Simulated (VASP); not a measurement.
**Geometry relaxation of Ta (part 3 of 3)**

Continued. System: Ta (2 atoms in the cell). Method: Kohn-Sham DFT of a periodic cell, PBE, VASP PAW PBE potentials, recommended, no spin polarisation (VASP 6.6.1); cutoff 600 eV, 6×6×4 k-mesh, Gaussian smearing of 0.1 eV. The structure was built on a prototype by a generator; it need not be a known phase. It belongs to a series of runs on one base structure; here: random cell with space group P6/mmm (No. 191).

Geometry of the input (Å; fractional positions):
```
3.1999  0.0000  0.0000
-1.5999  2.7712  0.0000
0.0000  0.0000  4.5223
Ta 0.0000  0.0000  0.2640
Ta 0.0000  0.0000  0.7360
```

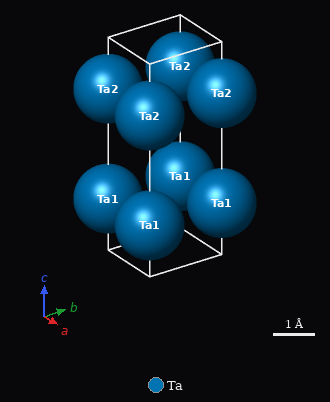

**Figure 1.** The geometry at step 8 of the log (spheres-only view of the cell of the calculation, seen slightly off an axis; atoms are numbered from 1 in the order of the input).

**Parts of OUTCAR, continued**
```
 k-point     2 :       0.1667   -0.0000    0.0000
  band No.  band energies     occupation
      1     -31.5709      2.00000
      2     -30.9991      2.00000
      3     -30.9099      2.00000
      4     -30.8537      2.00000
      5     -30.7708      2.00000
      6     -30.7549      2.00000
      7      -2.7835      2.00000
      8      -0.3302      2.00000
      9       1.3938      2.00000
     10       1.9836      2.00000
     11       2.9764      1.97855
     12       3.7036      0.00000
     13       4.6148      0.00000
     14       5.2159      0.00000
     15       5.4541      0.00000

 k-point     3 :       0.3333    0.0000    0.0000
  band No.  band energies     occupation
      1     -31.5127      2.00000
      2     -31.3619      2.00000
      3     -31.2577      2.00000
      4     -30.9401      2.00000
      5     -30.8543      2.00000
      6     -30.7123      2.00000
      7      -1.0023      2.00000
      8       0.7229      2.00000
      9       0.9243      2.00000
     10       1.6707      2.00000
     11       3.1742      0.61890
     12       3.8752      0.00000
     13       4.8406      0.00000
     14       5.6775      0.00000
     15       6.9477      0.00000

 k-point     4 :       0.5000   -0.0000    0.0000
  band No.  band energies     occupation
      1     -31.5368      2.00000
      2     -31.4826      2.00000
      3     -31.4253      2.00000
      4     -30.9828      2.00000
      5     -30.8955      2.00000
      6     -30.6908      2.00000
      7      -0.4791      2.00000
      8       0.1901      2.00000
      9       0.7850      2.00000
     10       2.1673      2.00000
     11       3.9990      0.00000
     12       4.0254      0.00000
     13       4.5935      0.00000
     14       7.3314      0.00000
     15       8.0590      0.00000

 k-point     5 :       0.1667    0.1667    0.0000
  band No.  band energies     occupation
      1     -31.5273      2.00000
      2     -31.2383      2.00000
      3     -31.1391      2.00000
      4     -30.9553      2.00000
      5     -30.8685      2.00000
      6     -30.7230      2.00000
      7      -1.2786      2.00000
      8       1.1315      2.00000
      9       1.2952      2.00000
     10       2.0029      2.00000
     11       2.1941      2.00000
     12       2.9280      1.99716
     13       4.5577      0.00000
     14       5.4311      0.00000
     15       6.3631      0.00000

 [... the levels of 15 k-points are left out ...]

 k-point    21 :       0.3333    0.3333    0.5000
  band No.  band energies     occupation
      1     -31.4560      2.00000
      2     -31.3196      2.00000
      3     -31.3196      2.00000
      4     -31.2204      2.00000
      5     -31.2204      2.00000
      6     -30.6944      2.00000
      7       1.3305      2.00000
      8       1.3305      2.00000
      9       2.7624      2.00000
     10       2.7624      2.00000
     11       3.0487      1.79826
     12       3.1867      0.49989
     13       3.1867      0.49989
     14       5.1741      0.00000
     15       5.1741      0.00000

[... ionic steps 4 to 13 ...]

--------------------------------------- Ionic step       14  -------------------------------------------

 number of electron      22.0000003 magnetization

------------------------ aborting loop because EDIFF is reached ----------------------------------------

  FORCE on cell =-STRESS in cart. coord.  units (eV):
  Direction    XX          YY          ZZ          XY          YZ          ZX
  --------------------------------------------------------------------------------------
  -------------------------------------------------------------------------------------
  Total       -0.0065282     -0.0065282     -0.0325344      0.0000000      0.0000000     -0.0000000
  in kB       -0.2656650     -0.2656650     -1.3239824      0.0000000      0.0000000     -0.0000000
  external PRESSURE =      -0.6184375 kB  Pullay stress =       0.0000000 kB

 VOLUME and BASIS-vectors are now :
 -----------------------------------------------------------------------------
  energy-cutoff  :      600.00
  volume of cell :       39.37
      direct lattice vectors                 reciprocal lattice vectors
     2.877884982  0.000000000 -0.000000000     0.347477403  0.200616172  0.000000000
    -1.438942491  2.492321504  0.000000000    -0.000000000  0.401232344 -0.000000000
    -0.000000000  0.000000000  5.489000708     0.000000000  0.000000000  0.182182523

 POSITION                                       TOTAL-FORCE (eV/Angst)
 -----------------------------------------------------------------------------------
      2.87788      0.00000      1.36772        -0.000000      0.000000      0.147070
     -0.00000      0.00000      4.12128         0.000000     -0.000000     -0.147070
 -----------------------------------------------------------------------------------
    total drift:                                0.000000     -0.000000      0.000000

  FREE ENERGIE OF THE ION-ELECTRON SYSTEM (eV)
  ---------------------------------------------------
  free  energy   TOTEN  =       -22.3844307296 eV

  energy  without entropy=      -22.3837316571  energy(sigma->0) =      -22.38408119

--------------------------------------- Ionic step       15  -------------------------------------------

 number of electron      22.0000003 magnetization

------------------------ aborting loop because EDIFF is reached ----------------------------------------

  FORCE on cell =-STRESS in cart. coord.  units (eV):
  Direction    XX          YY          ZZ          XY          YZ          ZX
  --------------------------------------------------------------------------------------
  -------------------------------------------------------------------------------------
  Total        0.0013801      0.0013801     -0.0025259     -0.0000000     -0.0000000      0.0000000
  in kB        0.0561939      0.0561939     -0.1028451     -0.0000000     -0.0000000      0.0000000
  external PRESSURE =       0.0031809 kB  Pullay stress =       0.0000000 kB

 VOLUME and BASIS-vectors are now :
 -----------------------------------------------------------------------------
  energy-cutoff  :      600.00
  volume of cell :       39.35
      direct lattice vectors                 reciprocal lattice vectors
     2.877584678  0.000000000 -0.000000000     0.347513666  0.200637108  0.000000000
    -1.438792339  2.492061433  0.000000000    -0.000000000  0.401274217 -0.000000000
    -0.000000000  0.000000000  5.487210411     0.000000000  0.000000000  0.182241964

 POSITION                                       TOTAL-FORCE (eV/Angst)
 -----------------------------------------------------------------------------------
     -0.00000      0.00000      1.36726        -0.000000      0.000000      0.148226
     -0.00000      0.00000      4.11995         0.000000     -0.000000     -0.148226
 -----------------------------------------------------------------------------------
    total drift:                               -0.000000     -0.000000      0.000000

  FREE ENERGIE OF THE ION-ELECTRON SYSTEM (eV)
  ---------------------------------------------------
  free  energy   TOTEN  =       -22.3844281389 eV

  energy  without entropy=      -22.3837234025  energy(sigma->0) =      -22.38407577

--------------------------------------- Ionic step       16  -------------------------------------------

 number of electron      22.0000003 magnetization

 Free energy of the ion-electron system (eV)
  ---------------------------------------------------
  ext. energy  EPLUGINS =         0.00000000
  ---------------------------------------------------
  free energy    TOTEN  =       -22.38509569 eV

  energy without entropy =      -22.38440336  energy(sigma->0) =      -22.38474953

 E-fermi :   5.0888     XC(G=0): -12.1084     alpha+bet :-12.1787

 val. band max:        4.9457426864   @ k =   0.1667   0.1667   0.0000
 cond. band min:       5.2489229953   @ k =   0.1667  -0.0000   0.5000
 fundamental gap:      0.3031803090
 Fermi energy:         5.0888239597

 k-point     1 :       0.0000    0.0000    0.0000
  band No.  band energies     occupation
      1     -29.7522      2.00000
      2     -28.5773      2.00000
      3     -28.5093      2.00000
      4     -28.5093      2.00000
      5     -28.4056      2.00000
      6     -28.4056      2.00000
      7      -2.6842      2.00000
      8       0.7357      2.00000
      9       2.1962      2.00000
     10       4.6217      2.00000
     11       5.7013      0.00000
     12       5.7013      0.00000
     13       6.5245      0.00000
     14       6.5245      0.00000
     15       7.7473      0.00000

 k-point     2 :       0.1667   -0.0000    0.0000
  band No.  band energies     occupation
      1     -29.7039      2.00000
      2     -28.7996      2.00000
      3     -28.6793      2.00000
      4     -28.5749      2.00000
      5     -28.5462      2.00000
      6     -28.4684      2.00000
      7      -1.6941      2.00000
      8       1.9077      2.00000
      9       2.6356      2.00000
     10       3.2370      2.00000
     11       4.7291      2.00000
     12       5.8109      0.00000
     13       6.7170      0.00000
     14       7.3323      0.00000
     15       7.5281      0.00000

 k-point     3 :       0.3333    0.0000    0.0000
  band No.  band energies     occupation
      1     -29.6058      2.00000
      2     -29.3470      2.00000
      3     -29.1983      2.00000
      4     -28.7036      2.00000
      5     -28.5916      2.00000
      6     -28.4836      2.00000
      7       0.2070      2.00000
      8       1.6471      2.00000
      9       2.7804      2.00000
     10       2.8871      2.00000
     11       4.8029      1.99995
     12       6.6127      0.00000
     13       7.2326      0.00000
     14       8.0449      0.00000
     15       9.4158      0.00000

 k-point     4 :       0.5000   -0.0000    0.0000
  band No.  band energies     occupation
      1     -29.6061      2.00000
      2     -29.5561      2.00000
      3     -29.4451      2.00000
      4     -28.7667      2.00000
      5     -28.6522      2.00000
      6     -28.4520      2.00000
      7       0.7306      2.00000
      8       1.0480      2.00000
      9       2.5567      2.00000
     10       3.0063      2.00000
     11       5.7046      0.00000
     12       6.2943      0.00000
     13       7.3572      0.00000
     14      10.3409      0.00000
     15      10.6038      0.00000

 k-point     5 :       0.1667    0.1667    0.0000
  band No.  band energies     occupation
      1     -29.6306      2.00000
      2     -29.1613      2.00000
      3     -29.0219      2.00000
      4     -28.7287      2.00000
      5     -28.6148      2.00000
      6     -28.4994      2.00000
      7      -0.0770      2.00000
      8       2.1424      2.00000
      9       3.3571      2.00000
     10       3.6476      2.00000
     11       3.7846      2.00000
     12       4.9457      1.95698
     13       6.1307      0.00000
     14       8.5952      0.00000
     15       8.7988      0.00000

 [... the levels of 15 k-points are left out ...]

 k-point    21 :       0.3333    0.3333    0.5000
  band No.  band energies     occupation
      1     -29.2113      2.00000
      2     -29.2113      2.00000
      3     -29.2111      2.00000
      4     -29.2111      2.00000
      5     -29.0044      2.00000
      6     -29.0027      2.00000
      7       3.4433      2.00000
      8       3.4433      2.00000
      9       3.4456      2.00000
     10       3.4456      2.00000
     11       6.2988      0.00000
     12       6.3920      0.00000
     13       6.3920      0.00000
     14       6.3943      0.00000
     15       6.3943      0.00000

------------------------ aborting loop because EDIFF is reached ----------------------------------------

  FORCE on cell =-STRESS in cart. coord.  units (eV):
  Direction    XX          YY          ZZ          XY          YZ          ZX
  --------------------------------------------------------------------------------------
  -------------------------------------------------------------------------------------
  Total        0.0122742      0.0122742      0.0314187     -0.0000000      0.0000000      0.0000000
  in kB        0.4999271      0.4999271      1.2796793     -0.0000000      0.0000000      0.0000000
  external PRESSURE =       0.7598445 kB  Pullay stress =       0.0000000 kB

 VOLUME and BASIS-vectors are now :
 -----------------------------------------------------------------------------
  energy-cutoff  :      600.00
  volume of cell :       39.34
      direct lattice vectors                 reciprocal lattice vectors
     2.877460142  0.000000000 -0.000000000     0.347528706  0.200645792  0.000000000
    -1.438730071  2.491953581 -0.000000000    -0.000000000  0.401291584 -0.000000000
    -0.000000000  0.000000000  5.485907216     0.000000000  0.000000000  0.182285256

 POSITION                                       TOTAL-FORCE (eV/Angst)
 -----------------------------------------------------------------------------------
      2.87746      0.00000      1.37125        -0.000000      0.000000      0.007170
     -0.00000      0.00000      4.11466         0.000000     -0.000000     -0.007170
 -----------------------------------------------------------------------------------
    total drift:                                0.000000     -0.000000     -0.000000

  FREE ENERGIE OF THE ION-ELECTRON SYSTEM (eV)
  ---------------------------------------------------
  free  energy   TOTEN  =       -22.3850956923 eV

  energy  without entropy=      -22.3844033625  energy(sigma->0) =      -22.38474953

 reached required accuracy - stopping structural energy minimisation
```

**CONTCAR**
```
Ta
   1.00000000000000
     2.8774601416454701    0.0000000000053819   -0.0000000000000000
    -1.4387300708630359    2.4919535810552835   -0.0000000000000000
    -0.0000000000000000    0.0000000000000000    5.4859072164484255
  Ta
     2
Direct
     1.0000000000000000    0.0000000000000000    0.2499587926377349
     0.0000000000000000    0.0000000000000000    0.7500412073622653

  0.00000000E+00  0.00000000E+00  0.00000000E+00
  0.00000000E+00  0.00000000E+00  0.00000000E+00
```

**Trajectory as extended XYZ (Å, eV, eV/Å), 16 frames, from step=0 to step=15**
```
2
Lattice="3.1999 0.0000 0.0000 -1.5999 2.7712 0.0000 0.0000 0.0000 4.5223" Properties=species:S:1:pos:R:3:forces:R:3 step=0 energy=-19.67318
Ta    0.0000    0.0000    1.1939    0.0000   0.0000  -6.4313
Ta    0.0000    0.0000    3.3284    0.0000   0.0000   6.4313
2
Lattice="2.9658 0.0000 -0.0000 -1.4829 2.5684 0.0000 -0.0000 0.0000 6.8485" Properties=species:S:1:pos:R:3:forces:R:3 step=1 energy=-20.63893
Ta    1.4829    2.5684    1.3382    0.0000   0.0000   0.9148
Ta    0.0000    0.0000    5.5103    0.0000   0.0000  -0.9148
2
Lattice="2.9837 0.0000 -0.0000 -1.4919 2.5840 0.0000 -0.0000 0.0000 6.6702" Properties=species:S:1:pos:R:3:forces:R:3 step=2 energy=-20.70570
Ta    0.0000    0.0000    1.3265    0.0000   0.0000   1.2370
Ta    2.9837    0.0000    5.3437    0.0000   0.0000  -1.2370
2
Lattice="3.0014 0.0000 -0.0000 -1.5007 2.5993 0.0000 -0.0000 0.0000 6.4943" Properties=species:S:1:pos:R:3:forces:R:3 step=3 energy=-20.77997
Ta   -1.5007    2.5993    1.3144    0.0000   0.0000   1.6731
Ta    0.0000    0.0000    5.1799    0.0000   0.0000  -1.6731
2
Lattice="3.1007 0.0000 -0.0000 -1.5503 2.6852 0.0000 -0.0000 0.0000 5.5083" Properties=species:S:1:pos:R:3:forces:R:3 step=4 energy=-21.12636
Ta    0.0000    0.0000    1.2264    0.0000   0.0000   4.3609
Ta    3.1007    0.0000    4.2819    0.0000   0.0000  -4.3609
2
Lattice="2.5933 0.0000 -0.0000 -1.2966 2.2459 0.0000 -0.0000 -0.0000 6.5855" Properties=species:S:1:pos:R:3:forces:R:3 step=5 energy=-20.47040
Ta    0.0000    0.0000    1.5941    0.0000   0.0000   0.2794
Ta    0.0000    0.0000    4.9914    0.0000   0.0000  -0.2794
2
Lattice="2.8969 0.0000 -0.0000 -1.4484 2.5088 0.0000 -0.0000 0.0000 5.9409" Properties=species:S:1:pos:R:3:forces:R:3 step=6 energy=-21.93585
Ta   -1.4484    2.5088    1.3803    0.0000   0.0000   1.4498
Ta    0.0000    0.0000    4.5606    0.0000   0.0000  -1.4498
2
Lattice="2.9136 0.0000 -0.0000 -1.4568 2.5233 0.0000 -0.0000 0.0000 5.9054" Properties=species:S:1:pos:R:3:forces:R:3 step=7 energy=-21.93769
Ta    0.0000    0.0000    1.3686    0.0000   0.0000   1.6258
Ta    0.0000    0.0000    4.5368    0.0000   0.0000  -1.6258
2
Lattice="2.8259 0.0000 -0.0000 -1.4129 2.4473 0.0000 -0.0000 0.0000 5.4050" Properties=species:S:1:pos:R:3:forces:R:3 step=8 energy=-22.25181
Ta   -1.4129    2.4473    1.3071    0.0000   0.0000   1.6820
Ta    0.0000    0.0000    4.0979    0.0000   0.0000  -1.6820
2
Lattice="2.8382 0.0000 -0.0000 -1.4191 2.4579 0.0000 -0.0000 0.0000 5.4752" Properties=species:S:1:pos:R:3:forces:R:3 step=9 energy=-22.26376
Ta    0.0000    0.0000    1.3156    0.0000   0.0000   1.8004
Ta    0.0000    0.0000    4.1596    0.0000   0.0000  -1.8004
2
Lattice="2.8876 0.0000 -0.0000 -1.4438 2.5007 -0.0000 -0.0000 0.0000 5.3236" Properties=species:S:1:pos:R:3:forces:R:3 step=10 energy=-22.24790
Ta   -1.4438    2.5007    1.3745    0.0000   0.0000  -1.8200
Ta    0.0000    0.0000    3.9491    0.0000   0.0000   1.8200
2
Lattice="2.8629 0.0000 -0.0000 -1.4314 2.4793 0.0000 -0.0000 0.0000 5.3995" Properties=species:S:1:pos:R:3:forces:R:3 step=11 energy=-22.36458
Ta    2.8629    0.0000    1.3443    0.0000   0.0000   0.2107
Ta    0.0000    0.0000    4.0552    0.0000   0.0000  -0.2107
2
Lattice="2.8934 0.0000 -0.0000 -1.4467 2.5058 -0.0000 -0.0000 0.0000 5.5816" Properties=species:S:1:pos:R:3:forces:R:3 step=12 energy=-22.36439
Ta    0.0000    0.0000    1.3919    0.0000   0.0000   0.0956
Ta    0.0000    0.0000    4.1897    0.0000   0.0000  -0.0956
2
Lattice="2.8779 0.0000 -0.0000 -1.4389 2.4923 0.0000 -0.0000 0.0000 5.4890" Properties=species:S:1:pos:R:3:forces:R:3 step=13 energy=-22.38443
Ta    2.8779    0.0000    1.3677    0.0000   0.0000   0.1471
Ta    0.0000    0.0000    4.1213    0.0000   0.0000  -0.1471
2
Lattice="2.8776 0.0000 -0.0000 -1.4388 2.4921 0.0000 -0.0000 0.0000 5.4872" Properties=species:S:1:pos:R:3:forces:R:3 step=14 energy=-22.38443
Ta    0.0000    0.0000    1.3673    0.0000   0.0000   0.1482
Ta    0.0000    0.0000    4.1200    0.0000   0.0000  -0.1482
2
Lattice="2.8775 0.0000 -0.0000 -1.4387 2.4920 -0.0000 -0.0000 0.0000 5.4859" Properties=species:S:1:pos:R:3:forces:R:3 step=15 energy=-22.38510
Ta    2.8775    0.0000    1.3713    0.0000   0.0000   0.0072
Ta    0.0000    0.0000    4.1147    0.0000   0.0000  -0.0072
```
